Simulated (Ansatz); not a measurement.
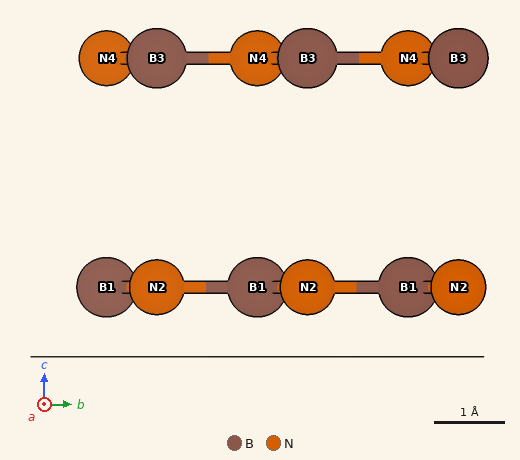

A slab of composition BN, before the constrained relaxation. A ball-and-stick model of the 3 × 3 repeat of the cell, outlined in the plane, without the vacuum, seen along the a axis.

Case: bilayer, upper layer turned by 180 degrees and shifted by (0.333, 0.333).

The calculation used DFT PBE+D3(BJ), scalar-relativistic, plane waves, PAW (Ansatz 0.2.0).

Input file:
```yaml
crystal:
  lattice:
    - [2.5087542034, 0.0014369843, 0.0]
    - [1.2531178291, 2.173371902, 0.0]
    - [0.0, 0.0, 32.6]
  atoms:
    - { symbol: B, position: [0.4999824924, 0.4999824924, 0.4493865031] }
    - { symbol: "N", position: [0.8333175176, 0.8333175176, 0.4493865031] }
    - { symbol: B, position: [0.833350841, 0.833350841, 0.5506134969] }
    - { symbol: "N", position: [0.5000158157, 0.5000158157, 0.5506134969] }
  periodic: [true, true, false]
basis:
  ecutwfc: 420
kpoints:
  mp_grid: { grid: [10, 10, 1] }
  band_path:
    path:
      - [0, 0, 0]
      - [0.5, 0, 0]
      - [0.6666666666667, 0.3333333333333, 0]
      - [0, 0, 0]
    npoints: 8
hamiltonian:
  xc: pbe
  dispersion: d3bj
scf:
  occupations: { method: gaussian, width: 0.02 }
output:
  forces: true
  stress: true
  eigenvalues: true
  write_density: true
  write_potential: true
  elf: true
  volumetric_format: npy
relax:
  adjacent_minimum: "off"
  f_tol: 0.01
  max_steps: 50
  constraints: [{ sites: [0, 2], fix: xy }]
```

Run as
```bash
ansatz run input.yaml --threads 1 --pin off --max-ram 3072MiB --backend cpu --events-out ev --progress --plain --runs-dir out
```

### Where does the constrained relaxation end?

The largest moves relative to the layer's centre, 0.034 Å, are those of N2 and N4. N4 goes along the normal (+c). By element the largest moves are N 0.034 Å, B 0.033 Å. The cell stays as it was. The energy falls by 0.5 meV per cell of the calculation in 1 accepted move (2 points after the start). Largest force component: 0.033 eV/Å at the start, 0.0048 eV/Å at the end. The line search rejected the trial step at point 1 of the run.

History of the run:

```csv
step,"E − E(0), meV/atom","largest force component, eV/Å",note
0,0.00,0.0330,
1,0.23,0.0304,rejected
2,-0.11,0.0048,
```
